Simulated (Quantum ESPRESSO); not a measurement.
## Geometry relaxation, with input and output: NiO (part 1 of 4)

The run: geometry relaxation of NiO (2 atoms in the cell). Method and program: Kohn-Sham DFT of a periodic cell, PBE with XDM, JTH 2.0 PBE, spin-polarised (Quantum ESPRESSO 7.5).

The structure derives from an entry of the Crystallography Open Database.

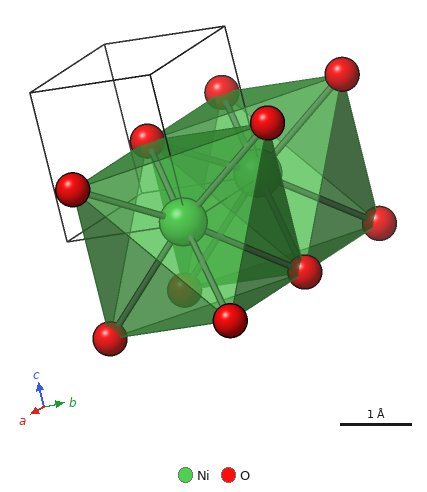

**Figure 1.** The input geometry (polyhedral view of the cell of the calculation, seen slightly off an axis; polyhedra are completed across the faces of the cell). An atom can appear more than once, as a periodic image.

Input file:
```
&CONTROL
  calculation = 'relax'
  prefix = 'pwscf'
  outdir = './tmp'
  pseudo_dir = './pseudo'
  tprnfor = .true.
  disk_io = 'low'
  nstep = 40
  forc_conv_thr = 0.0004
  etot_conv_thr = 1d-05
/
&SYSTEM
  ibrav = 0
  nat = 2
  ntyp = 2
  ecutwfc = 50
  ecutrho = 300
  nbnd = 22
  occupations = 'smearing'
  smearing = 'fd'
  degauss = 0.00734986
  nspin = 2
  starting_magnetization(1) = 0.0556
  starting_magnetization(2) = 0
  vdw_corr = 'xdm'
/
&ELECTRONS
  conv_thr = 4d-10
  electron_maxstep = 120
  mixing_beta = 0.3
/
&IONS
  ion_dynamics = 'bfgs'
/
ATOMIC_SPECIES
Ni    58.6934 Ni.GGA_PBE-JTH.UPF
O     15.9990 O.GGA_PBE-JTH.UPF
CELL_PARAMETERS angstrom
   0.0000000000    2.0859016414    2.0859016414
   2.0859016414    0.0000000000    2.0859016414
   2.0859016414    2.0859016414    0.0000000000
ATOMIC_POSITIONS crystal
Ni     0.0054750000   -0.0250590000    0.0180890000
O      0.5168140000    0.5086400000    0.4567700000
K_POINTS automatic
4 4 4 0 0 0
```

Run on 1 thread of AMD EPYC (Zen 3), 24 GiB of memory available, shared host.

Command:
```bash
OMP_NUM_THREADS=1 pw.x -in pw.in > pw.out
```

What the program printed:
```
This program is part of the open-source Quantum ESPRESSO suite
     for quantum simulation of materials; please cite
         "P. Giannozzi et al., J. Phys.:Condens. Matter 21 395502 (2009);
         "P. Giannozzi et al., J. Phys.:Condens. Matter 29 465901 (2017);
         "P. Giannozzi et al., J. Chem. Phys. 152 154105 (2020);
          URL
     in publications or presentations arising from this work. More details at

     file Ni.GGA_PBE-JTH.UPF: wavefunction(s)  3P 0P 3D 0D renormalized
     file O.GGA_PBE-JTH.UPF: wavefunction(s)  0S 2P 0P renormalized

     G-vector sticks info
     --------------------
     sticks:   dense  smooth     PW     G-vecs:    dense   smooth      PW
     Sum         649     433    139                10849     5817    1037

     Using Slab Decomposition

     bravais-lattice index     =            0
     lattice parameter (alat)  =       5.5745  a.u.
     unit-cell volume          =     122.4921 (a.u.)^3
     number of atoms/cell      =            2
     number of atomic types    =            2
     number of electrons       =        24.00
     number of Kohn-Sham states=           22
     kinetic-energy cutoff     =      50.0000  Ry
     charge density cutoff     =     300.0000  Ry
     scf convergence threshold =      4.0E-10
     mixing beta               =       0.3000
     number of iterations used =            8  plain     mixing
     energy convergence thresh.=      1.0E-05
     force convergence thresh. =      4.0E-04
     Exchange-correlation= SLA PW PBX PBC
                           (   1   4   3   4   0   0   0)
     nstep                     =           40

     celldm(1)=   5.574523  celldm(2)=   0.000000  celldm(3)=   0.000000
     celldm(4)=   0.000000  celldm(5)=   0.000000  celldm(6)=   0.000000

     crystal axes: (cart. coord. in units of alat)
               a(1) = (   0.000000   0.707107   0.707107 )
               a(2) = (   0.707107   0.000000   0.707107 )
               a(3) = (   0.707107   0.707107   0.000000 )

     reciprocal axes: (cart. coord. in units 2 pi/alat)
               b(1) = ( -0.707107  0.707107  0.707107 )
               b(2) = (  0.707107 -0.707107  0.707107 )
               b(3) = (  0.707107  0.707107 -0.707107 )

     PseudoPot. # 1 for Ni read from file:
     Ni.GGA_PBE-JTH.UPF
     Pseudo is Projector augmented-wave + core cor, Zval = 18.0
     Generated using ATOMPAW code
     Shape of augmentation charge: SINC**2
     Using radial grid of 1044 points,  6 beta functions with:
                l(1) =   0
                l(2) =   0
                l(3) =   1
                l(4) =   1
                l(5) =   2
                l(6) =   2
     Q(r) pseudized with 0 coefficients

     PseudoPot. # 2 for O  read from file:
     O.GGA_PBE-JTH.UPF
     Pseudo is Projector augmented-wave + core cor, Zval =  6.0
     Generated using ATOMPAW code
     Shape of augmentation charge: SINC**2
     Using radial grid of  943 points,  4 beta functions with:
                l(1) =   0
                l(2) =   0
                l(3) =   1
                l(4) =   1
     Q(r) pseudized with 0 coefficients

     atomic species   valence    mass     pseudopotential
     Ni               18.00    58.69340     Ni( 1.00)
     O                 6.00    15.99900     O ( 1.00)

     Starting magnetic structure
     atomic species   magnetization
     Ni              0.056
     O               0.000

     No symmetry found

   Cartesian axes

     site n.     atom                  positions (alat units)
         1        Ni     tau(   1) = (  -0.0049285   0.0166623  -0.0138480  )
         2        O      tau(   2) = (   0.6826480   0.6884278   0.7251055  )

     number of k points=    36  Fermi-Dirac smearing, width (Ry)=  0.0073
                       cart. coord. in units 2pi/alat
        k(    1) = (   0.0000000   0.0000000   0.0000000), wk =   0.0156250
        k(    2) = (   0.1767767   0.1767767  -0.1767767), wk =   0.0312500
        k(    3) = (  -0.3535534  -0.3535534   0.3535534), wk =   0.0156250
        k(    4) = (   0.3535534   0.0000000   0.0000000), wk =   0.0312500
        k(    5) = (  -0.1767767  -0.5303301   0.5303301), wk =   0.0312500
        k(    6) = (   0.0000000  -0.3535534   0.3535534), wk =   0.0312500
        k(    7) = (  -0.7071068   0.0000000   0.0000000), wk =   0.0156250
        k(    8) = (  -0.7071068   0.3535534   0.0000000), wk =   0.0312500
        k(    9) = (  -0.1767767  -0.1767767  -0.1767767), wk =   0.0312500
        k(   10) = (  -0.1767767   0.1767767   0.1767767), wk =   0.0312500
        k(   11) = (   0.1767767  -0.1767767   0.1767767), wk =   0.0312500
        k(   12) = (   0.3535534   0.3535534   0.3535534), wk =   0.0156250
        k(   13) = (   0.3535534  -0.3535534  -0.3535534), wk =   0.0156250
        k(   14) = (  -0.3535534   0.3535534  -0.3535534), wk =   0.0156250
        k(   15) = (   0.0000000   0.3535534  -0.0000000), wk =   0.0312500
        k(   16) = (  -0.0000000   0.0000000   0.3535534), wk =   0.0312500
        k(   17) = (   0.1767767   0.5303301   0.5303301), wk =   0.0312500
        k(   18) = (   0.1767767  -0.5303301  -0.5303301), wk =   0.0312500
        k(   19) = (  -0.1767767   0.5303301  -0.5303301), wk =   0.0312500
        k(   20) = (  -0.5303301  -0.1767767  -0.5303301), wk =   0.0312500
        k(   21) = (   0.5303301   0.1767767  -0.5303301), wk =   0.0312500
        k(   22) = (  -0.5303301   0.1767767   0.5303301), wk =   0.0312500
        k(   23) = (   0.5303301  -0.1767767   0.5303301), wk =   0.0312500
        k(   24) = (   0.5303301   0.5303301  -0.1767767), wk =   0.0312500
        k(   25) = (  -0.5303301   0.5303301   0.1767767), wk =   0.0312500
        k(   26) = (   0.5303301  -0.5303301   0.1767767), wk =   0.0312500
        k(   27) = (  -0.5303301  -0.5303301  -0.1767767), wk =   0.0312500
        k(   28) = (  -0.0000000   0.3535534   0.3535534), wk =   0.0312500
        k(   29) = (  -0.3535534  -0.0000000  -0.3535534), wk =   0.0312500
        k(   30) = (   0.3535534  -0.0000000  -0.3535534), wk =   0.0312500
        k(   31) = (   0.3535534   0.3535534  -0.0000000), wk =   0.0312500
        k(   32) = (  -0.3535534   0.3535534  -0.0000000), wk =   0.0312500
        k(   33) = (  -0.0000000  -0.7071068   0.0000000), wk =   0.0156250
        k(   34) = (   0.0000000  -0.0000000  -0.7071068), wk =   0.0156250
        k(   35) = (   0.3535534  -0.7071068   0.0000000), wk =   0.0312500
        k(   36) = (   0.7071068  -0.0000000   0.3535534), wk =   0.0312500

     Dense  grid:    10849 G-vectors     FFT dimensions: (  32,  32,  32)

     Smooth grid:     5817 G-vectors     FFT dimensions: (  25,  25,  25)

     Generating pointlists ...
     new r_m :   0.2775 (alat units)  1.5471 (a.u.) for type    1
     new r_m :   0.2775 (alat units)  1.5471 (a.u.) for type    2

     Initial potential from superposition of free atoms

     starting charge      23.9998, renormalised to      24.0000
     Starting wfcs are   26 randomized atomic wfcs

     Self-consistent Calculation

     iteration #  1     ecut=    50.00 Ry     beta= 0.30
     Davidson diagonalization with overlap
     ethr =  1.00E-02,  avg # of iterations =  5.1

     Threshold (ethr) on eigenvalues was too large:
     Diagonalizing with lowered threshold

     Davidson diagonalization with overlap
     ethr =  5.92E-04,  avg # of iterations =  1.4

     total energy              =    -470.69379241 Ry
     estimated scf accuracy    <       0.14241252 Ry

     total magnetization       =     1.26 Bohr mag/cell
     absolute magnetization    =     1.26 Bohr mag/cell

     iteration #  2     ecut=    50.00 Ry     beta= 0.30
     Davidson diagonalization with overlap
     ethr =  5.93E-04,  avg # of iterations =  1.1

     total energy              =    -470.71151019 Ry
     estimated scf accuracy    <       0.02609163 Ry

     total magnetization       =     1.16 Bohr mag/cell
     absolute magnetization    =     1.16 Bohr mag/cell

     iteration #  3     ecut=    50.00 Ry     beta= 0.30
     Davidson diagonalization with overlap
     ethr =  1.09E-04,  avg # of iterations =  1.8

     total energy              =    -470.71925406 Ry
     estimated scf accuracy    <       0.01204074 Ry

     total magnetization       =     1.31 Bohr mag/cell
     absolute magnetization    =     1.31 Bohr mag/cell

     iteration #  4     ecut=    50.00 Ry     beta= 0.30
     Davidson diagonalization with overlap
     ethr =  5.02E-05,  avg # of iterations =  1.4

     total energy              =    -470.72441318 Ry
     estimated scf accuracy    <       0.00248759 Ry

     total magnetization       =     1.33 Bohr mag/cell
     absolute magnetization    =     1.33 Bohr mag/cell

     iteration #  5     ecut=    50.00 Ry     beta= 0.30
     Davidson diagonalization with overlap
     ethr =  1.04E-05,  avg # of iterations =  2.8

     total energy              =    -470.72574764 Ry
     estimated scf accuracy    <       0.00026133 Ry

     total magnetization       =     1.40 Bohr mag/cell
     absolute magnetization    =     1.40 Bohr mag/cell

     iteration #  6     ecut=    50.00 Ry     beta= 0.30
     Davidson diagonalization with overlap
     ethr =  1.09E-06,  avg # of iterations =  2.9

     total energy              =    -470.72597646 Ry
     estimated scf accuracy    <       0.00033429 Ry

     total magnetization       =     1.44 Bohr mag/cell
     absolute magnetization    =     1.44 Bohr mag/cell

     iteration #  7     ecut=    50.00 Ry     beta= 0.30
     Davidson diagonalization with overlap
     ethr =  1.09E-06,  avg # of iterations =  1.1

     total energy              =    -470.72602337 Ry
     estimated scf accuracy    <       0.00014569 Ry

     total magnetization       =     1.46 Bohr mag/cell
     absolute magnetization    =     1.46 Bohr mag/cell

     iteration #  8     ecut=    50.00 Ry     beta= 0.30
     Davidson diagonalization with overlap
     ethr =  6.07E-07,  avg # of iterations =  1.6

     total energy              =    -470.72608397 Ry
     estimated scf accuracy    <       0.00001444 Ry

     total magnetization       =     1.48 Bohr mag/cell
     absolute magnetization    =     1.49 Bohr mag/cell

     iteration #  9     ecut=    50.00 Ry     beta= 0.30
     Davidson diagonalization with overlap
     ethr =  6.02E-08,  avg # of iterations =  2.0

     total energy              =    -470.72609382 Ry
     estimated scf accuracy    <       0.00000375 Ry

     total magnetization       =     1.50 Bohr mag/cell
     absolute magnetization    =     1.50 Bohr mag/cell

     iteration # 10     ecut=    50.00 Ry     beta= 0.30
     Davidson diagonalization with overlap
     ethr =  1.56E-08,  avg # of iterations =  1.6

     total energy              =    -470.72609529 Ry
     estimated scf accuracy    <       0.00000006 Ry

     total magnetization       =     1.50 Bohr mag/cell
     absolute magnetization    =     1.50 Bohr mag/cell

[... 43 further cycles ...]
     iteration #  8     ecut=    50.00 Ry     beta= 0.30
     Davidson diagonalization with overlap
     ethr =  5.68E-11,  avg # of iterations =  2.0

     total energy              =    -470.73015162 Ry
     estimated scf accuracy    <          3.5E-09 Ry

     total magnetization       =     1.43 Bohr mag/cell
     absolute magnetization    =     1.43 Bohr mag/cell

     iteration #  9     ecut=    50.00 Ry     beta= 0.30
     Davidson diagonalization with overlap
     ethr =  1.45E-11,  avg # of iterations =  1.5

     total energy              =    -470.73015163 Ry
     estimated scf accuracy    <          5.4E-10 Ry

     total magnetization       =     1.43 Bohr mag/cell
     absolute magnetization    =     1.43 Bohr mag/cell

     iteration # 10     ecut=    50.00 Ry     beta= 0.30
     Davidson diagonalization with overlap
     ethr =  2.27E-12,  avg # of iterations =  2.0

     Magnetic moment per site  (integrated on atomic sphere of radius R)
     atom   1 (R=0.278)  charge= 15.4470  magn=  1.1629
     atom   2 (R=0.278)  charge=  5.4201  magn=  0.1962

     End of self-consistent calculation

 ------ SPIN UP ------------

          k = 0.0000 0.0000 0.0000 (   725 PWs)   bands (ev):

   -88.6732 -49.0574 -49.0563 -49.0563  -5.0847  12.2991  12.2993  12.2993
    12.6166  12.6182  12.9629  12.9629  12.9631  16.9049  33.1726  34.2670
    34.2670  34.2671  37.7704  37.7708  37.7708  41.1424

          k = 0.1768 0.1768-0.1768 (   745 PWs)   bands (ev):

   -88.6718 -49.0732 -49.0606 -49.0599  -4.4518   9.1646  10.3698  10.3703
    13.2970  13.2971  13.6262  14.8088  14.8096  19.6265  27.5724  31.7174
    31.7175  35.8015  37.5795  37.5796  43.5361  46.2509

          k =-0.3536-0.3536 0.3536 (   718 PWs)   bands (ev):

   -88.6704 -49.0864 -49.0614 -49.0607  -3.6959   7.1032   9.5529   9.5535
    13.7029  13.7029  14.1929  15.8866  15.8874  20.9655  25.3601  29.4231
    29.4232  36.7056  41.0766  41.0766  41.9882  44.0554

          k = 0.3536 0.0000 0.0000 (   729 PWs)   bands (ev):

   -88.6713 -49.0713 -49.0634 -49.0623  -4.3205   8.7490  11.2242  11.2242
    12.4968  12.7936  14.0398  14.0400  14.0705  20.7511  28.5179  28.9321
    31.9220  31.9222  42.5640  43.1907  44.5866  44.5869

          k =-0.1768-0.5303 0.5303 (   735 PWs)   bands (ev):

   -88.6699 -49.0819 -49.0691 -49.0661  -3.6813   8.1315   9.4836  10.0751
    13.0853  13.7814  14.0873  14.5313  14.6480  22.8557  25.1483  27.0397
    30.8740  34.5032  41.9463  43.6452  44.4597  46.0295

          k = 0.0000-0.3536 0.3536 (   742 PWs)   bands (ev):

   -88.6704 -49.0801 -49.0698 -49.0623  -3.8283   8.0856   9.6754   9.8024
    13.3485  13.5350  14.1249  14.1452  15.7600  22.3893  26.3260  26.4736
    30.7757  37.0749  38.8020  40.7007  44.5579  47.0173

          k =-0.7071 0.0000 0.0000 (   740 PWs)   bands (ev):

   -88.6694 -49.0842 -49.0704 -49.0693  -3.6532   8.4014  11.0053  11.0054
    12.0466  12.9730  13.5281  14.0110  14.0112  21.5424  25.9332  27.6425
    32.0233  32.0235  43.8523  47.0675  47.6609  47.9388

          k =-0.7071 0.3536 0.0000 (   724 PWs)   bands (ev):

   -88.6694 -49.0770 -49.0760 -49.0680  -3.5396   9.1780   9.1781   9.3921
    13.3909  13.6986  13.6987  14.0120  14.4251  23.8811  26.0549  26.0549
    28.8494  37.4807  37.4808  45.4896  46.7289  48.0230

          k =-0.1768-0.1768-0.1768 (   745 PWs)   bands (ev):

   -88.6718 -49.0732 -49.0605 -49.0599  -4.4518   9.1646  10.3698  10.3703
    13.2970  13.2971  13.6262  14.8088  14.8096  19.6265  27.5724  31.7174
    31.7175  35.8015  37.5795  37.5796  43.5361  46.2511

          k =-0.1768 0.1768 0.1768 (   745 PWs)   bands (ev):

   -88.6718 -49.0732 -49.0606 -49.0599  -4.4518   9.1646  10.3698  10.3703
    13.2970  13.2971  13.6262  14.8088  14.8096  19.6265  27.5724  31.7174
    31.7175  35.8015  37.5795  37.5796  43.5361  46.2509

          k = 0.1768-0.1768 0.1768 (   745 PWs)   bands (ev):

   -88.6718 -49.0732 -49.0606 -49.0599  -4.4518   9.1646  10.3698  10.3703
    13.2970  13.2971  13.6262  14.8088  14.8096  19.6265  27.5724  31.7174
    31.7175  35.8015  37.5795  37.5796  43.5361  46.2509

          k = 0.3536 0.3536 0.3536 (   718 PWs)   bands (ev):

   -88.6704 -49.0864 -49.0613 -49.0607  -3.6959   7.1032   9.5529   9.5535
    13.7029  13.7029  14.1929  15.8866  15.8874  20.9655  25.3601  29.4231
    29.4232  36.7056  41.0766  41.0766  41.9882  44.0555

          k = 0.3536-0.3536-0.3536 (   718 PWs)   bands (ev):
```
